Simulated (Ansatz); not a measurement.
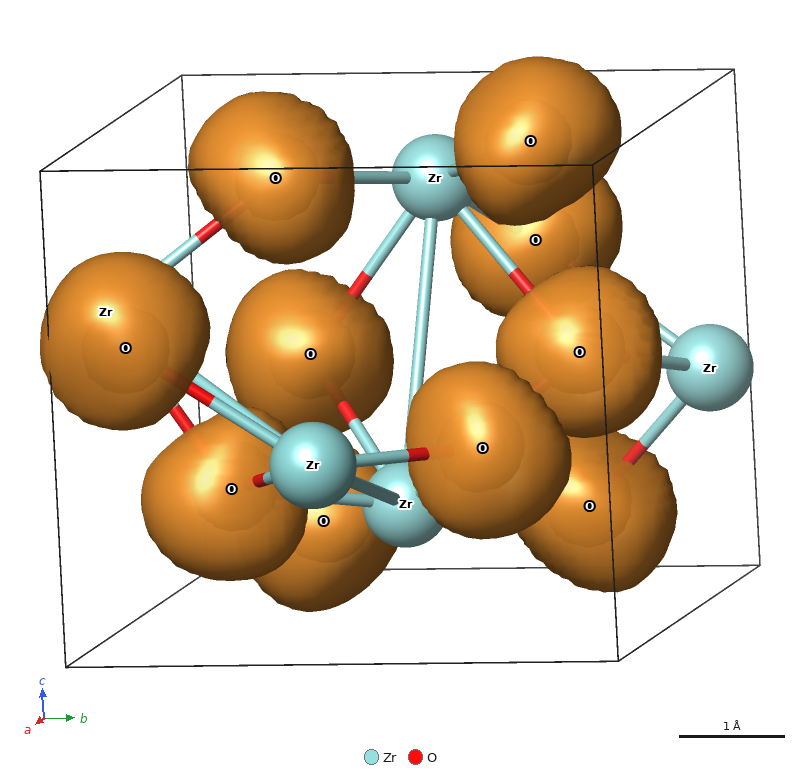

Figure 1: ZrO₂ (amorphous cell). Isosurface of the electron localisation function at 0.75 (orange), seen slightly off an axis. Only the valence region is drawn (cores and ρ < 0.01 e/Å³ removed). Sticks mark near contacts.

The calculation used DFT PBEsol, scalar-relativistic, plane waves, PAW (Ansatz 0.2.0).

In a PAW calculation such maps are meaningful between the atoms, not at the nuclei.

### Describe the localisation domains.

At this value the surface marks out ten regions wrapped around O (the valence shell of each), counted in one cell of 15 atoms. Any copies at cell faces, edges or corners count once. Along the contacts the grid gives the following. Zr–O (1.99 Å): the ELF peaks at about 0.80 in the valence shell of O, 0.6 Å from its nucleus, and drops to about 0.25 between the two atoms; no localised pair shows between them. Zr–Zr (3.15 Å): the ELF is about 0.10 at the midpoint; no shared electron pair shows on this line.
